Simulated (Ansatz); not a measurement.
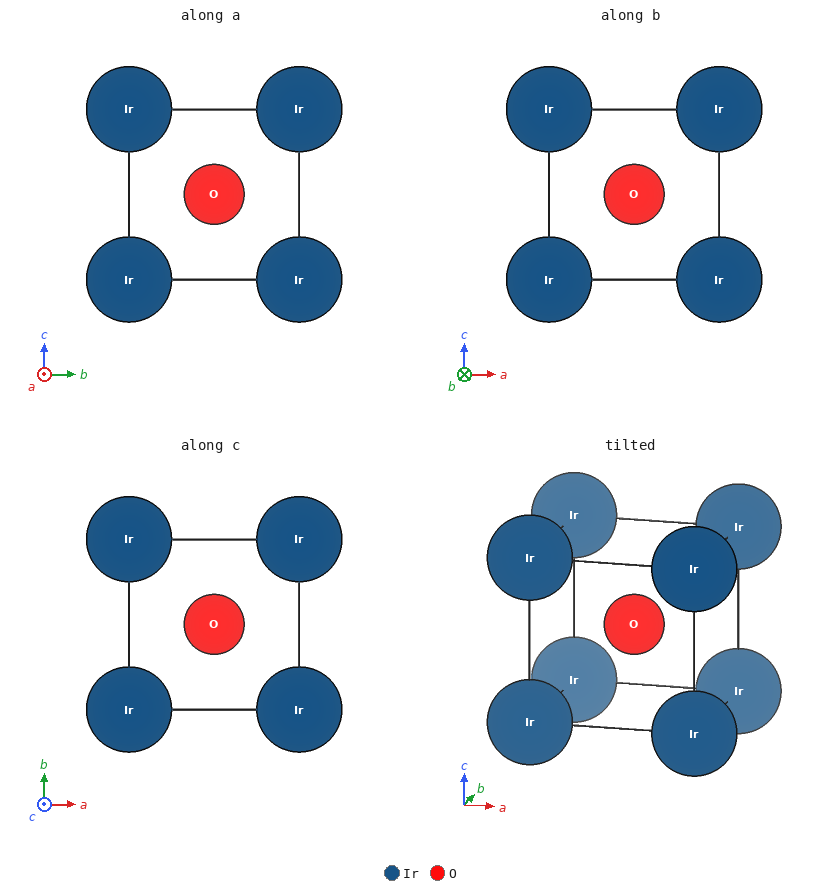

The image is a spheres-only drawing of a crystal, viewed along the a axis, along the b axis, along the c axis and slightly off an axis. The conventional unit cell is outlined; an atom on or near a face, edge or corner is repeated at each equivalent position.

Lattice parameters: a = 2.5861 Å, b = 2.5861 Å, c = 2.5861 Å, α = 90.000°, β = 90.000°, γ = 90.000°.

Q: Express the structure as a CIF in P1 with every atom of the cell.

A:
```cif
data_structure
_symmetry_space_group_name_H-M 'P 1'
_symmetry_Int_Tables_number 1
_cell_length_a 2.5861
_cell_length_b 2.5861
_cell_length_c 2.5861
_cell_angle_alpha 90.000
_cell_angle_beta 90.000
_cell_angle_gamma 90.000
_cell_volume 17.30
loop_
_atom_site_label
_atom_site_type_symbol
_atom_site_fract_x
_atom_site_fract_y
_atom_site_fract_z
_atom_site_occupancy
Ir1 Ir 0.0000 0.0000 0.0000 1
O1 O 0.5000 0.5000 0.5000 1
```

The cell started as a structure type filled with these elements by a generator (whether the compound takes this form wasn't checked). Earlier steps of the study, as a rule a relaxation of our own, may have changed the cell and positions, so they can lie some per cent off the listed ones. It went into a calculation with Ansatz.

At this level of theory the run's own cell isn't at rest (compressed, at 104 GPa), so its distances can differ from those at equilibrium, the more so the softer the solid.
